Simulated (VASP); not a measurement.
# O on Co(0001): binding against coverage, part 6 of 12

Aim: adsorption energy and work function of O on Co(0001) from low coverage to a full layer.

VASP 6.6.1, plane waves and PAW; the level of theory is named at each step.

Still holding for the runs below: The magnetic state follows from one typed start and may not be the lowest.

So far. Step 7 (The vacuum level with the adsorbate, coverage 1/1 …): The vacuum level lies 6.70 eV above the Fermi level at the upper face; the two faces differ by 1.78 eV, the step that the slab's dipole of 0.053 e·Å makes. Step 8 (Relaxing the slab, cell 2 x 2, k-mesh 6×6×1): The run ended after 3 ionic steps, 0.078 eV below its first step, once the forces on the free atoms met EDIFFG = -0.03.

## (9) The vacuum level, cell 2 x 2, k-mesh 6×6×1

Level of this step: PBE, spin-polarised from a ferromagnetic start; plane waves and PAW (Co) (VASP).

File INCAR:

```
SYSTEM = Co
PREC = Normal
ENCUT = 440
EDIFF = 1E-06
NELM = 120
ISMEAR = 1
SIGMA = 0.15
LREAL = Auto
ALGO = Fast
GGA = PE
NBANDS = 116
ISPIN = 2
MAGMOM = 2 2 2 2 2 2 2 2 2 2 2 2 2 2 2 2
LASPH = .TRUE.
LMAXMIX = 4
LORBIT = 11
LWAVE = .FALSE.
LCHARG = .FALSE.
KPAR = 4
NCORE = 2
IDIPOL = 3
LDIPOL = .TRUE.
DIPOL = 0.5 0.5 0.5
LVHAR = .TRUE.
LVACPOTAV = .TRUE.
```

File POSCAR:

```
Co
1.0
    4.9784435704      0.0000000000      0.0000000000
    2.4892217852      4.3114586033      0.0000000000
    0.0000000000      0.0000000000     21.0421269460
Co
16
Selective dynamics
Direct
    0.8333333300      0.3333333300      0.3564278500  F F F
    0.3333333300      0.3333333300      0.3564278500  F F F
    0.8333333300      0.8333333300      0.3564278500  F F F
    0.3333333300      0.8333333300      0.3564278500  F F F
    0.0000000000      0.0000000000      0.4521426200  F F F
    0.5000000000      0.0000000000      0.4521426200  F F F
    0.0000000000      0.5000000000      0.4521426200  F F F
    0.5000000000      0.5000000000      0.4521426200  F F F
    0.8333333300      0.3333333300      0.5499334491  T T T
    0.3333333300      0.3333333300      0.5499334491  T T T
    0.8333333300      0.8333333300      0.5499334491  T T T
    0.3333333300      0.8333333300      0.5499334491  T T T
    0.0000000000      0.0000000000      0.6422156582  T T T
    0.5000000000      0.0000000000      0.6422156582  T T T
    0.0000000000      0.5000000000      0.6422156582  T T T
    0.5000000000      0.5000000000      0.6422156582  T T T
```

File KPOINTS:

```
Automatic mesh
0
Gamma
6 6 1
0 0 0
```

The projector-augmented-wave data sets are Co (PBE family, release 64).

Started as:

```console
mpirun -np 8 vasp_std
```

The program printed:

```text
[... set-up lines as in an earlier step ...]
 entering main loop
       N       E                     dE             d eps       ncg     rms          rms(c)
DAV:   1     0.108566957622E+04    0.10857E+04   -0.55121E+04  3248   0.117E+03
DAV:   2    -0.213256871258E+02   -0.11070E+04   -0.10227E+04  3248   0.287E+02
DAV:   3    -0.119640366971E+03   -0.98315E+02   -0.86226E+02  3420   0.121E+02
DAV:   4    -0.122500263030E+03   -0.28599E+01   -0.28387E+01  3540   0.240E+01
[...]
RMM:  34    -0.106852085919E+03   -0.43954E-04   -0.55373E-06  2940   0.423E-03    0.119E-02
RMM:  35    -0.106852092241E+03   -0.63220E-05   -0.13380E-06  2639   0.288E-03    0.891E-03
RMM:  36    -0.106852092445E+03   -0.20376E-06   -0.66368E-07  2532   0.184E-03
 [... a notice as in an earlier step ...]

   1 F= -.10685209E+03 E0= -.10685654E+03  d E =0.133511E-01  mag=    27.1780
```

Wall time 76 s (8 MPI ranks of AMD EPYC 9R45, shared host); peak memory 2.8 GiB.

OUTCAR, selected parts (step 9):

```text
  Total       -5.8442324     -5.8442324     -3.1073395     -0.0000000      0.0000000      0.0000000
  in kB      -20.7314948    -20.7314948    -11.0227978     -0.0000000      0.0000000      0.0000000
  external PRESSURE =     -17.4952624 kB  Pullay stress =       0.0000000 kB

 POSITION                                       TOTAL-FORCE (eV/Angst)
 -----------------------------------------------------------------------------------
      4.97844      1.43715      7.50000        -0.000000     -0.000000      0.411806
      2.48922      1.43715      7.50000        -0.000000      0.000000      0.411806
      6.22305      3.59288      7.50000        -0.000000     -0.000000      0.411806
      3.73383      3.59288      7.50000        -0.000000      0.000000      0.411806
      0.00000      0.00000      9.51404        -0.000000     -0.000000     -0.442040
      2.48922      0.00000      9.51404         0.000000      0.000000     -0.442040
      1.24461      2.15573      9.51404         0.000000     -0.000000     -0.442040
      3.73383      2.15573      9.51404         0.000000     -0.000000     -0.442040
      4.97844      1.43715     11.57177        -0.000000      0.000000      0.006483
      2.48922      1.43715     11.57177        -0.000000     -0.000000      0.006483
      6.22305      3.59288     11.57177        -0.000000     -0.000000      0.006483
      3.73383      3.59288     11.57177        -0.000000      0.000000      0.006483
      0.00000      0.00000     13.51358        -0.000000      0.000000      0.023751
      2.48922      0.00000     13.51358        -0.000000      0.000000      0.023751
      1.24461      2.15573     13.51358        -0.000000      0.000000      0.023751
      3.73383      2.15573     13.51358        -0.000000      0.000000      0.023751
 -----------------------------------------------------------------------------------
    total drift:                               -0.000006     -0.000004      0.044759

  FREE ENERGIE OF THE ION-ELECTRON SYSTEM (eV)
  ---------------------------------------------------
  free  energy   TOTEN  =      -106.8520924450 eV

  energy  without entropy=     -106.8654435175  energy(sigma->0) =     -106.85654280

 magnetization (x)
# of ion       s       p       d       tot
------------------------------------------
    1       -0.012  -0.044   1.801   1.745
    2       -0.012  -0.044   1.801   1.745
    3       -0.012  -0.044   1.801   1.745
    4       -0.012  -0.044   1.801   1.745
    5       -0.013  -0.051   1.767   1.704
    6       -0.013  -0.051   1.767   1.704
    7       -0.013  -0.051   1.767   1.704
    8       -0.013  -0.051   1.767   1.704
    9       -0.013  -0.052   1.756   1.692
   10       -0.013  -0.052   1.756   1.692
   11       -0.013  -0.052   1.756   1.692
   12       -0.013  -0.052   1.756   1.692
   13       -0.012  -0.044   1.784   1.728
[...]
--------------------------------------------------
tot         -0.201  -0.762  28.436  27.472

[... 2 parts as in an earlier step ...]

[... 1 further part left out ...]
[key lines of the parts left out:]
E-fermi :   1.0214
```

The planar average of the electrostatic potential oscillates, so the rows of the table below give means over windows of 2 Å about each position, cut where the curve ends. Its maxima inside the range that stand out by 2 % of the span (Å: eV): 8.5: -0.883, 10.5: -0.576, 12.6: -1.54. Its minima: 7.5: -22.3, 9.5: -22.3, 11.6: -22.3, 13.5: -22.2.

Zero at the Fermi level. The planar average of the electrostatic potential by height; means over each step:

```csv
height (Å),planar average of the electrostatic potential (eV)
0,4.97
2,4.98
4,4.96
6,2.27
8,-10.4
10,-10.2
12,-10.8
14,-8.72
16,4.70
18,4.92
20,4.92
```

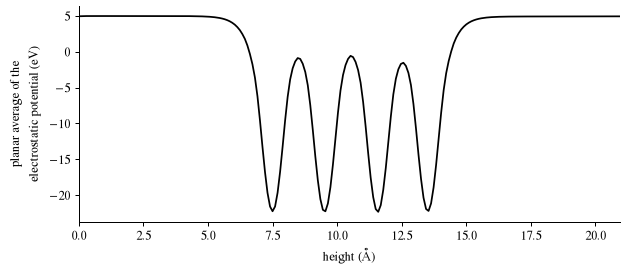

Planar average of the electrostatic potential, plotted against height.

The vacuum level lies 4.91 eV above the Fermi level at the upper face; the two faces differ by 0.06 eV, the step that the slab's dipole of -0.008 e·Å makes.

The program found no field-free point at its default tolerance, but its printed level agrees with the flat part of the planar average.

## (10) Relaxing the adsorbate, coverage 1/4, k-mesh 6×6×1

This step: PBE, spin-polarised from a ferromagnetic start; plane waves and PAW (Co, O) (VASP 6.6.1).

System of this step: Co16O (Co(0001)). The cell holds 17 atoms: 16 Co and 1 O. Cell: a = 4.978 Å, b = 4.978 Å, c = 21.042 Å, α = 90.0°, β = 90.0°, γ = 60.0°. It derives from Co. 1 O over hcp sites of a 2 x 2 cell of Co(0001). Vacuum lies along c.

File INCAR:

```
SYSTEM = Co16O
PREC = Normal
ENCUT = 440
EDIFF = 1E-05
NELM = 120
ISMEAR = 1
SIGMA = 0.15
LREAL = Auto
ALGO = Fast
GGA = PE
NBANDS = 120
ISPIN = 2
MAGMOM = 2 2 2 2 2 2 2 2 2 2 2 2 2 2 2 2 0
LASPH = .TRUE.
LMAXMIX = 4
LORBIT = 11
LWAVE = .FALSE.
LCHARG = .FALSE.
KPAR = 4
NCORE = 2
IBRION = 2
NSW = 45
ISIF = 2
EDIFFG = -0.03
POTIM = 0.4
MAXMIX = 40
IDIPOL = 3
LDIPOL = .TRUE.
DIPOL = 0.5 0.5 0.512
```

File POSCAR:

```
Co16O
1.0
    4.9784435704      0.0000000000      0.0000000000
    2.4892217852      4.3114586033      0.0000000000
    0.0000000000      0.0000000000     21.0421269460
Co O
16 1
Selective dynamics
Direct
    0.8333333300      0.3333333300      0.3564278500  F F F
    0.3333333300      0.3333333300      0.3564278500  F F F
    0.8333333300      0.8333333300      0.3564278500  F F F
    0.3333333300      0.8333333300      0.3564278500  F F F
    0.0000000000      0.0000000000      0.4521426200  F F F
    0.5000000000      0.0000000000      0.4521426200  F F F
    0.0000000000      0.5000000000      0.4521426200  F F F
    0.5000000000      0.5000000000      0.4521426200  F F F
    0.8333333300      0.3333333300      0.5499334500  T T T
    0.3333333300      0.3333333300      0.5499334500  T T T
    0.8333333300      0.8333333300      0.5499334500  T T T
    0.3333333300      0.8333333300      0.5499334500  T T T
    0.0000000000      0.0000000000      0.6422156600  T T T
    0.5000000000      0.0000000000      0.6422156600  T T T
    0.0000000000      0.5000000000      0.6422156600  T T T
    0.5000000000      0.5000000000      0.6422156600  T T T
    0.3333333300      0.3333333300      0.6968679300  T T T
```

KPOINTS is that of step 9.

The projector-augmented-wave data sets are Co and O (PBE family, release 64).

Started as:

```console
mpirun -np 8 vasp_std
```

The program printed:

```text
[banner, memory and clock lines left out]
running    8 mpi-ranks, on    1 nodes
[...]
LDA part: xc-table for (Slater+PW92), standard interpolation
 POSCAR, INCAR and KPOINTS ok, starting setup
[...]
entering main loop
       N       E                     dE             d eps       ncg     rms          rms(c)
DAV:   1     0.118731591406E+04    0.11873E+04   -0.57855E+04  3360   0.119E+03
DAV:   2     0.110313513497E+02   -0.11763E+04   -0.10841E+04  3360   0.294E+02
DAV:   3    -0.124164757585E+03   -0.13520E+03   -0.11837E+03  3760   0.129E+02
DAV:   4    -0.132086862160E+03   -0.79221E+01   -0.77453E+01  3688   0.319E+01
[...]
RMM:  42    -0.114377128311E+03   -0.38681E-04   -0.56619E-07  1374   0.195E-03    0.370E-03
RMM:  43    -0.114377151713E+03   -0.23402E-04   -0.57278E-07  1550   0.193E-03    0.277E-03
RMM:  44    -0.114377153837E+03   -0.21242E-05   -0.72881E-08   898   0.140E-03
   1 F= -.11437715E+03 E0= -.11438190E+03  d E =-.114377E+03  mag=    27.1292
[... from here on, the cycles between the ionic steps are left out ...]
   2 F= -.11443278E+03 E0= -.11443694E+03  d E =-.556310E-01  mag=    27.1344
   3 F= -.11443390E+03 E0= -.11443795E+03  d E =-.567462E-01  mag=    27.1322
   4 F= -.11444703E+03 E0= -.11445099E+03  d E =-.131270E-01  mag=    27.1073
   5 F= -.11444815E+03 E0= -.11445210E+03  d E =-.142529E-01  mag=    27.0970
   6 F= -.11444943E+03 E0= -.11445340E+03  d E =-.127609E-02  mag=    27.0974
   7 F= -.11445007E+03 E0= -.11445407E+03  d E =-.191845E-02  mag=    27.0968
   8 F= -.11444993E+03 E0= -.11445397E+03  d E =-.177511E-02  mag=    27.0952
   9 F= -.11445029E+03 E0= -.11445430E+03  d E =-.213226E-02  mag=    27.0958
  10 F= -.11445059E+03 E0= -.11445461E+03  d E =-.306632E-03  mag=    27.1004
 trial-energy change:   -0.000307  1 .order   -0.000289   -0.000423   -0.000156
 step:   2.3139(harm=  2.3139)  dis= 0.00647  next Energy=  -114.450620 (dE=-0.335E-03)
 reached required accuracy - stopping structural energy minimisation
```

Wall time 3.9 min (8 MPI ranks); peak memory 3 GiB; 31 min of CPU time.

OUTCAR, selected parts (step 10):

```text
  Total       -3.2152206     -3.2152206     -3.1616215      0.0000000      0.0000000      0.0000000
  in kB      -11.4054892    -11.4054892    -11.2153547      0.0000000      0.0000000      0.0000000
  external PRESSURE =     -11.3421110 kB  Pullay stress =       0.0000000 kB

 POSITION                                       TOTAL-FORCE (eV/Angst)
 -----------------------------------------------------------------------------------
      4.97844      1.43715      7.50000         0.000000      0.008707      0.374150
      2.48922      1.43715      7.50000         0.000000      0.000000      0.453778
      6.22305      3.59288      7.50000        -0.007540     -0.004353      0.374150
      3.73383      3.59288      7.50000         0.007540     -0.004353      0.374150
      0.00000      0.00000      9.51404         0.000000      0.000000     -0.260721
      2.48922      0.00000      9.51404         0.000000      0.006686     -0.463344
      1.24461      2.15573      9.51404         0.005790     -0.003343     -0.463344
      3.73383      2.15573      9.51404        -0.005790     -0.003343     -0.463344
      4.97844      1.43726     11.56787         0.000000     -0.007827     -0.008245
      2.48922      1.43715     11.55209         0.000000      0.000000      0.001826
      6.22296      3.59283     11.56787         0.006779      0.003914     -0.008245
      3.73393      3.59283     11.56787        -0.006779      0.003914     -0.008245
      0.00000      0.00000     13.47344         0.000000      0.000000      0.011585
      4.97844      4.26913     13.54937         0.000000      0.016088      0.022098
[...]
-----------------------------------------------------------------------------------
    total drift:                                0.000042      0.000024      0.028549

  FREE ENERGIE OF THE ION-ELECTRON SYSTEM (eV)
  ---------------------------------------------------
  free  energy   TOTEN  =      -114.4505918671 eV

  energy  without entropy=     -114.4626540934  energy(sigma->0) =     -114.45461261

 magnetization (x)
# of ion       s       p       d       tot
------------------------------------------
    1       -0.010  -0.042   1.814   1.762
    2       -0.009  -0.043   1.836   1.785
    3       -0.010  -0.042   1.814   1.762
    4       -0.010  -0.042   1.814   1.762
    5       -0.012  -0.048   1.749   1.689
    6       -0.013  -0.050   1.783   1.720
    7       -0.013  -0.050   1.783   1.720
    8       -0.013  -0.050   1.783   1.720
    9       -0.014  -0.052   1.722   1.657
   10       -0.015  -0.052   1.842   1.776
   11       -0.014  -0.052   1.722   1.657
   12       -0.014  -0.052   1.722   1.657
   13       -0.017  -0.031   1.853   1.804
[...]
--------------------------------------------------
tot         -0.179  -0.582  28.097  27.337

[... 2 parts as in an earlier step ...]

[... 2 further parts left out ...]
[key lines of the parts left out:]
E-fermi :   0.9897
```

Relaxation path:

```csv
step,energy less that of the first step (eV),largest force (eV/Å)
1,0.0000,0.8526
2,-0.0556,0.3017
3,-0.0567,0.3884
4,-0.0699,0.1179
5,-0.0710,0.1004
6,-0.0723,0.0673
7,-0.0729,0.0605
8,-0.0728,0.0865
9,-0.0731,0.0696
10,-0.0734,0.0273
```

The atoms that moved most (Å):

```csv
atom,dx,dy,dz,length
Co16,0.037,0.021,0.036,0.055
Co15,-0.037,0.021,0.036,0.055
Co14,0.000,-0.042,0.036,0.055
Co13,0.000,0.000,-0.040,0.040
Co10,0.000,0.000,-0.020,0.020
```

The relaxed structure:

```xyz
17
Lattice="4.9784 0.0000 0.0000 2.4892 4.3115 0.0000 0.0000 0.0000 21.0421" Properties=species:S:1:pos:R:3
Co    4.9784    1.4372    7.5000
Co    2.4892    1.4372    7.5000
Co    6.2231    3.5929    7.5000
Co    3.7338    3.5929    7.5000
Co    0.0000    0.0000    9.5140
Co    2.4892    0.0000    9.5140
Co    1.2446    2.1557    9.5140
Co    3.7338    2.1557    9.5140
Co    4.9784    1.4373   11.5679
Co    2.4892    1.4372   11.5521
Co    6.2230    3.5928   11.5679
Co    3.7339    3.5928   11.5679
Co    0.0000    0.0000   13.4734
Co    2.4892   -0.0423   13.5494
Co    1.2080    2.1769   13.5494
Co    3.7705    2.1769   13.5494
O     2.4892    1.4372   14.6638
```

Spin moment in the PAW sphere by atom:

```csv
atom,spin moment in the PAW sphere (μB)
Co1,1.76
Co2,1.78
Co3,1.76
Co4,1.76
Co5,1.69
Co6,1.72
Co7,1.72
Co8,1.72
Co9,1.66
Co10,1.78
Co11,1.66
Co12,1.66
Co13,1.80
Co14,1.58
Co15,1.58
Co16,1.58
O17,0.11
```

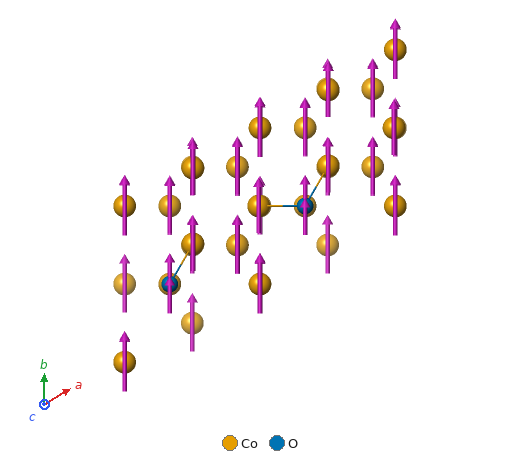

Spin moment in the PAW sphere as arrows, the longest 1.80 μB. Up and down stand for the sign. Arrows give size and sign along the axis of quantisation, drawn up and down the page. Each arrow also spans its atom, so small moments look longer than they are. Bonds to atoms that aren't drawn are left out. 2×1×1 cells are drawn. Some periodic images of atoms are drawn too.

The run ended after 10 ionic steps, 0.073 eV below its first step, once the forces on the free atoms met EDIFFG = -0.03.

(Part 6 of 12 ends here.)

[Lines on the potential files, build, host, timing and source positions are cut from VASP's logs without a mark.]

[Logs are printed without paths, hosts, clocks, repeated set-up lines and the standing remarks that a program may print on its own settings, such as how far it seeks lower states.]

[Hosts, paths, dates, database ids (printed as entryN), source tags and the programs' standing remarks are cut or masked in the printed files.]

[Runs that stopped without an error message from VASP are left out.]
